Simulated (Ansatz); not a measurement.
**Single-point calculation, with input and output: Si23C (part 2 of 2)**

Continued. System: Si23C (slab, 24 atoms in the cell). Method: DFT PBE, scalar-relativistic, plane waves, PAW, no spin polarisation (Ansatz 0.2.0); cutoff 420 eV, 8×8×1 k-mesh, Gaussian smearing of 0.1 eV. The structure derives from an entry of the Crystallography Open Database. It belongs to a series of runs on one base structure; here: C in place of Si.

Geometry of the input (Å; fractional positions):
```
7.6805  0.0000  0.0000
0.0000  7.6805  0.0000
0.0000  0.0000  24.7887
Si 0.0000  0.2500  0.3631
Si 0.0000  0.7500  0.3631
Si 0.5000  0.2500  0.3631
Si 0.5000  0.7500  0.3631
Si 0.0000  0.0000  0.4178
Si 0.0000  0.5000  0.4178
Si 0.5000  0.0000  0.4178
Si 0.5000  0.5000  0.4178
Si 0.2500  0.0000  0.4726
Si 0.2500  0.5000  0.4726
Si 0.7500  0.0000  0.4726
Si 0.7500  0.5000  0.4726
Si 0.2521  0.2514  0.5279
Si 0.2521  0.7486  0.5279
Si 0.7479  0.2514  0.5279
Si 0.7479  0.7486  0.5279
Si 0.0000  0.2206  0.5830
Si 0.0000  0.7794  0.5830
Si 0.5000  0.2735  0.5868
Si 0.5000  0.7265  0.5868
Si 0.0000  0.0000  0.6500
Si 0.0000  0.5000  0.6183
Si 0.5000  0.0000  0.6426
C  0.5000  0.5000  0.6048
```

Output, continued:
```
--- Forces (eV/Å), atoms counted from 1 ---
  atom   1  Si     0.00000000    -0.01303055    -0.14149913
  atom   2  Si     0.00000000     0.01303055    -0.14149913
  atom   3  Si     0.00000000    -0.06814087    -0.08456880
  atom   4  Si     0.00000000     0.06814087    -0.08456880
  atom   5  Si     0.00000000     0.00000000    -0.06557878
  atom   6  Si     0.00000000     0.00000000    -0.04414760
  atom   7  Si     0.00000000     0.00000000    -0.14298834
  atom   8  Si     0.00000000     0.00000000    -0.00371374
  atom   9  Si     0.10375454     0.00000000     0.21085651
  atom  10  Si    -0.06932805     0.00000000     0.13414291
  atom  11  Si    -0.10375454     0.00000000     0.21085651
  atom  12  Si     0.06932805     0.00000000     0.13414291
  atom  13  Si    -0.00771845    -0.00316671     0.00343331
  atom  14  Si    -0.00771845     0.00316671     0.00343331
  atom  15  Si     0.00771845    -0.00316671     0.00343331
  atom  16  Si     0.00771845     0.00316671     0.00343331
  atom  17  Si     0.00000000     0.01870109    -0.00433373
  atom  18  Si     0.00000000    -0.01870109    -0.00433373
  atom  19  Si     0.00000000     0.00888334     0.01343057
  atom  20  Si     0.00000000    -0.00888334     0.01343057
  atom  21  Si     0.00000000     0.00000000     0.01926531
  atom  22  Si     0.00000000     0.00000000    -0.01102419
  atom  23  Si     0.00000000     0.00000000    -0.01920364
  atom  24  C      0.00000000     0.00000000    -0.00238254
  max |Σ_I F_I| component: 1.64e-5 eV/Å
--- Band table (eV; the first three rows and the last of 25) ---
  k-point 0: bands = ["-13.4169", "-12.5055", "-11.6289", "-11.2615", "-11.2003", "-11.1170", "-10.7260", "-10.1471", "-9.4464", "-9.3989", "-9.1589", "-9.1468", "-9.0005", "-8.8135", "-8.7821", "-8.0677", "-7.8360", "-7.6550", "-7.6408", "-7.4437", "-7.0515", "-5.8691", "-5.0521", "-4.9810", "-4.9161", "-4.8182", "-4.8075", "-4.5307", "-4.3760", "-4.1119", "-3.9891", "-3.9227", "-3.5711", "-2.9903", "-2.9628", "-2.9466", "-2.7992", "-2.7289", "-2.6306", "-2.4757", "-2.4613", "-2.3464", "-2.2983", "-2.1723", "-2.1143", "-2.1018", "-2.0796", "-1.9349", "-1.9279", "-1.2815", "-1.1301", "-0.9951", "-0.4201", "-0.3315", "-0.2185", "0.3341", "0.3393", "0.5962", "0.8780", "0.9563", "0.9951", "1.0327", "1.0369", "1.0514", "1.1519", "1.1570", "1.1650", "1.2519", "1.4964", "1.8260", "1.9511", "2.3897"]
  k-point 1: bands = ["-13.3978", "-12.4934", "-11.6219", "-11.4675", "-11.1658", "-10.9935", "-10.6912", "-10.1225", "-9.6582", "-9.5934", "-9.3521", "-9.1742", "-8.7693", "-8.7042", "-8.5337", "-7.8994", "-7.8349", "-7.8255", "-7.6633", "-7.1215", "-6.9316", "-5.9107", "-5.2423", "-5.1277", "-4.9260", "-4.8350", "-4.7014", "-4.5923", "-4.4283", "-4.2229", "-3.9029", "-3.8284", "-3.5863", "-3.1612", "-3.1521", "-2.9533", "-2.9197", "-2.8262", "-2.7685", "-2.6059", "-2.4728", "-2.4351", "-2.3801", "-2.2393", "-2.1305", "-2.0095", "-1.9446", "-1.8771", "-1.7570", "-1.2312", "-1.1879", "-1.0194", "-0.3907", "-0.1651", "-0.0720", "0.3537", "0.4972", "0.7177", "0.8177", "0.8349", "0.9450", "0.9604", "1.0561", "1.1130", "1.1842", "1.3915", "1.4186", "1.5630", "1.7105", "1.9464", "1.9611", "2.3235"]
  k-point 2: bands = ["-13.3470", "-12.4640", "-11.7912", "-11.5034", "-11.0628", "-10.9926", "-10.5889", "-10.1303", "-9.9994", "-9.8462", "-9.5246", "-9.2141", "-8.7817", "-8.2942", "-8.1793", "-7.8158", "-7.8011", "-7.6566", "-7.4071", "-7.0521", "-6.3898", "-6.0663", "-5.5569", "-5.2430", "-5.0766", "-4.9412", "-4.7640", "-4.6710", "-4.4161", "-4.3188", "-4.0054", "-3.8545", "-3.6969", "-3.5400", "-3.2900", "-3.2408", "-3.1140", "-3.0694", "-2.8758", "-2.7932", "-2.6045", "-2.4673", "-2.4198", "-2.0995", "-2.0427", "-1.8420", "-1.7669", "-1.7419", "-1.5966", "-1.3585", "-1.2317", "-1.1216", "-0.3163", "-0.0534", "0.4143", "0.4810", "0.6788", "0.7253", "0.7693", "0.8792", "0.9340", "0.9831", "1.0630", "1.2582", "1.4358", "1.7686", "1.8186", "2.0077", "2.1581", "2.1721", "2.2409", "2.3117"]
  k-point 24: bands = ["-13.1794", "-11.9853", "-11.9685", "-11.8468", "-11.4969", "-10.9677", "-10.9330", "-10.8312", "-9.9053", "-9.4666", "-9.4345", "-9.3943", "-8.1869", "-8.0359", "-8.0249", "-7.8909", "-7.2272", "-6.7271", "-6.6330", "-6.5206", "-5.8503", "-5.5000", "-5.4792", "-5.4656", "-5.2499", "-5.2420", "-5.1823", "-5.1263", "-4.8870", "-4.8810", "-4.8410", "-4.7385", "-4.1669", "-4.0853", "-4.0765", "-3.9055", "-3.4897", "-3.4752", "-3.3923", "-3.3717", "-2.4772", "-2.0961", "-1.8661", "-1.8400", "-1.7466", "-1.6592", "-1.5900", "-1.4304", "-1.3360", "-1.1804", "-1.1187", "-1.0539", "-0.7059", "-0.6908", "-0.6645", "-0.5531", "1.1627", "1.3243", "1.3257", "1.5289", "1.5984", "1.7697", "2.0307", "2.1460", "2.4246", "2.4660", "2.4799", "2.4879", "2.7227", "2.7704", "2.7855", "2.9023"]
--- Band densities, each state counted as filled ---
  window                                       electrons  max residual (eV)  cut levels
  e_range: [-2, -1]                            10.406250             3.4e-9           0
  e_range: [-1, -0.5]                           6.687500             3.1e-9           0
  e_range: [-0.5, -0.25]                        4.781250             3.5e-9           0
  e_range: [-0.25, 0]                           3.750000             4.6e-9           0
  e_range: [0, 0.25]                            2.875000             4.5e-6           0
  e_range: [0.25, 0.5]                          3.531250             3.5e-6           0
  e_range: [0.5, 1]                             3.343750             3.5e-6           0
  e_range: [1, 1.5]                             3.281250             3.5e-6           0
```

File band_densities.tsv:
```
# window	n_electrons	max_residual_ev	n_cut_levels
# fermi_ev = -1.555335
# range_zeros_ev = -1.555335
# range_zeros_ev: from where a range's energies are measured, in spin up and in spin down where the run solves two channels
e_range_-2_-1	10.406250	3.431e-9	0
e_range_-1_-0.5	6.687500	3.121e-9	0
e_range_-0.5_-0.25	4.781250	3.527e-9	0
e_range_-0.25_0	3.750000	4.624e-9	0
e_range_0_0.25	2.875000	4.533e-6	0
e_range_0.25_0.5	3.531250	3.491e-6	0
e_range_0.5_1	3.343750	3.495e-6	0
e_range_1_1.5	3.281250	3.477e-6	0
```

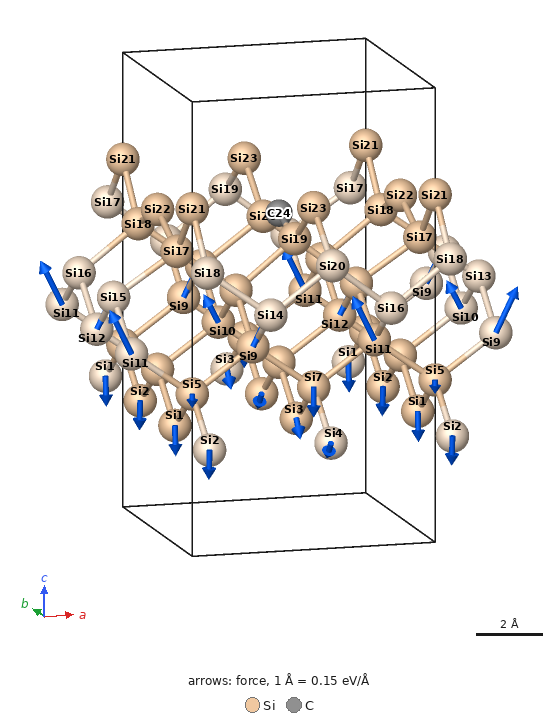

*Forces on the atoms as blue arrows (ball-and-stick view of the cell of the calculation, with the vacuum cut short, seen slightly off an axis; neighbours outside the cell are drawn fainter; atoms are numbered from 1 in the order of the input); the smallest are left out.*

The largest act on Si9, Si11 (0.24 eV/Å); Si10, Si12 (0.15 eV/Å); Si1, Si2, Si7 (0.14 eV/Å); Si3, Si4 (0.11 eV/Å). The geometry is not a stationary point of this energy.

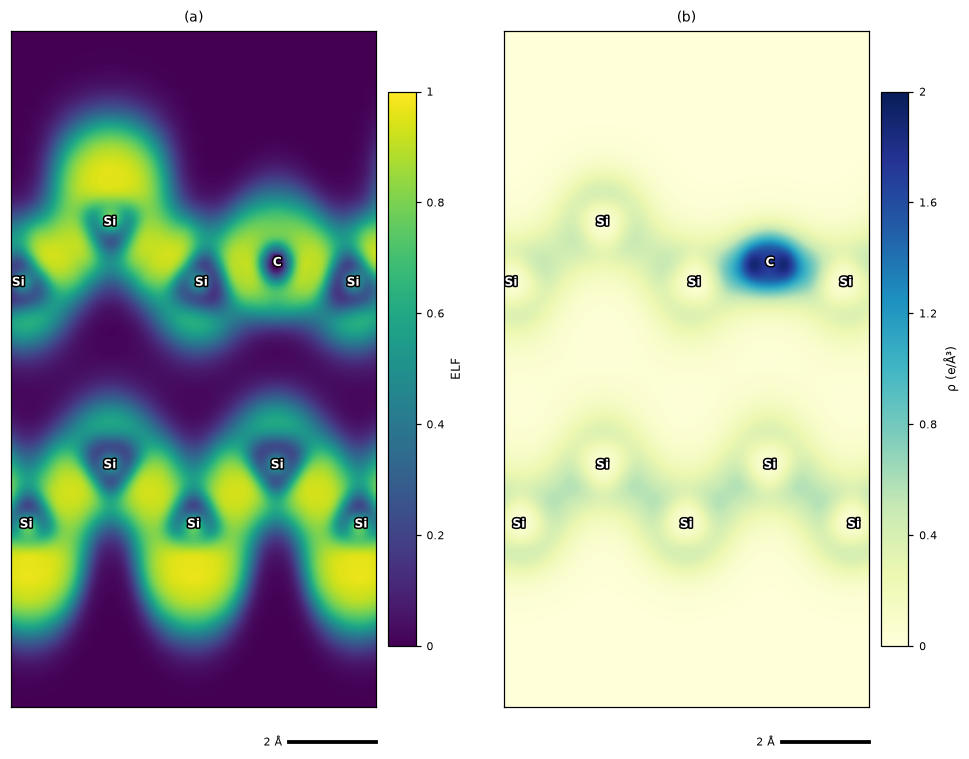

*(a) electron localisation function; (b) valence charge density (pseudo) on the (100) plane of the calculation cell, a cut from vacuum to vacuum.*

Si–Si (2.35 Å): ρ is about 0.55 e/Å³ halfway, a local maximum along the line; the ELF peaks at about 0.95 between the atoms, as expected for localised, shared-pair bonding. The density dies away to nearly zero in the vacuum. In a PAW calculation such maps are meaningful between the atoms, not at the nuclei.

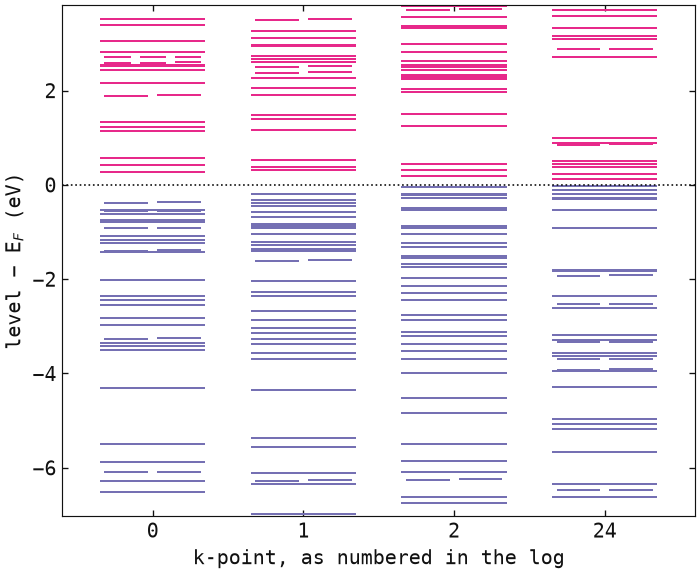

*Kohn–Sham levels near the Fermi level (dotted) at the few k-points that the log prints; levels within 0.02 eV of each other stand side by side.*

The system is metallic on the full mesh.

Key numbers:

```csv
quantity,value
outcome,converged
electrons treated,96
free energy,−14857.4323 eV
"work function, top face",4.99 eV
"work function, bottom face",5.46 eV
Fermi energy,−1.555 eV
gap on the k-point mesh,none (metallic)
work function (upper face),4.99 eV
largest force (length of the vector),0.235 eV/Å
wall time,2.4 min (CPU time 9.5 min)
peak memory,3.4 GiB
```

Warnings of the run: the exchange-correlation potential is rough where the density is thin.
